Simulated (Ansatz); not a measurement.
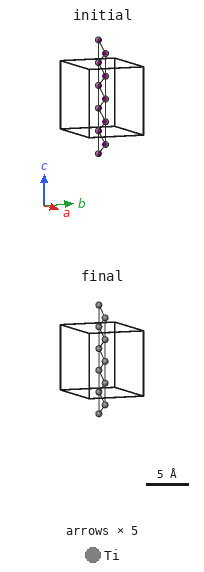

The structure of a wire of composition Ti before (top) and after (bottom) a relaxation, at one scale. The purple arrows give the displacements (the part carried along by the change of the cell is left out), 5 times their true length.

The picture is a ball-and-stick view of the 3 repeat of the cell, with the vacuum cut short, seen slightly off an axis.

Case: strip chain of atoms.

All numbers below come from DFT PBE, scalar-relativistic, plane waves, PAW (Ansatz 0.2.0). (plane-wave cutoff 420 eV; k-point mesh 1 × 1 × 23; occupations gaussian; smearing width 0.05 eV; collinear spin; cell relaxed at fixed a, b, alpha, beta, gamma; force threshold 0.01 eV/Å; at most 45 steps)

**What changed between the two?**

The energy falls by 0.379 eV per cell of the calculation in 5 accepted moves (6 points after the start). Largest force component: 1.8 eV/Å at the start, 0.00039 eV/Å at the end. At 1 point the geometry stayed and the basis and grid were re-selected for the new cell (energy shift of 0.2 meV per cell of the calculation at most each time). The largest moves relative to the layer's centre, 0.14 Å, are those of Ti atoms. Along the periodic axis the drawn cell goes c 8.238 → 7.876 Å (−4.4 %). Some distances before and after: Ti–Ti 2.706 → 2.438 Å, Ti–Ti 2.746 → 2.625 Å. Among the angles between lasting bonds that change: Ti–Ti–Ti 61.0° → 65.1°, Ti–Ti–Ti 59.5° → 57.4°, Ti–Ti–Ti 120.5° → 122.6°. Cost: 50 s on 2 threads of Arm Neoverse V2 (shared host), peak memory 0.56 GiB.

Limits of the set-up: the k-point mesh is coarse for a cell with partly filled bands.
